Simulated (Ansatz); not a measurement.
Br: space group Cmce (No. 64), a = 6.656 Å, b = 3.903 Å, c = 8.473 Å, α = 90.00°, β = 90.00°, γ = 90.00°. Origin: the end point of a relaxation with Ansatz, DFT, LDA (PW92), plane waves (420 eV) with PAW, scalar-relativistic. Forms under 0.4 % of the area are left out.

Question: What shape follows from the Bravais–Friedel–Donnay–Harker rule?

Answer: The forms computed, by share of the surface:

```csv
form,faces,d (Å),share of area (%)
{111},8,3.129,46.9
{002},2,4.237,32.1
{200},2,3.328,21.0
```

Widths along a, b and c stand as 1.00 : 1.33 : 0.79.

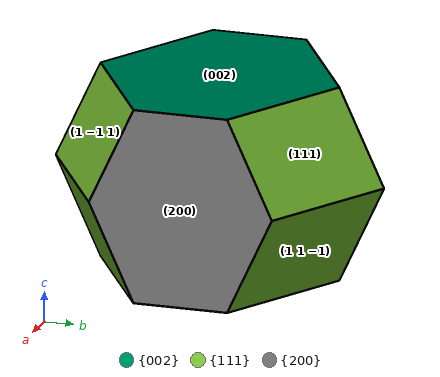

The computed shape, faces indexed. The rule is geometric and ignores bonding and growth conditions.
